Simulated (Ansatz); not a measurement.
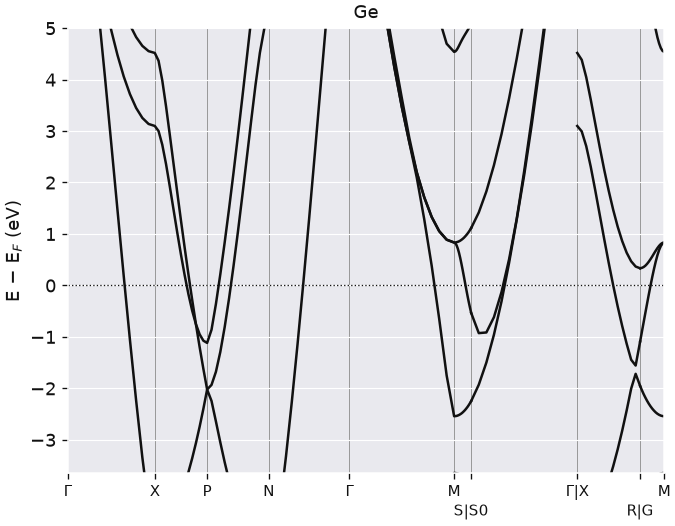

Describe the figure.

Band structure of Ge, space group I4/mmm (No. 139), 1 atom in the cell. Level of theory: DFT PBE, scalar-relativistic, plane waves, PAW, no spin polarisation, 22×22×22 k mesh, 420 eV cutoff; code Ansatz 0.2.0. Energies are counted from the Fermi level.

A metal: 3 bands cross the Fermi level along this path. Bands cross the Fermi level on every line of the path. At M the nearest levels lie 2.54 eV below and 0.83 eV above the Fermi level.

The structure is an invented one, so it need not be a known or stable phase.
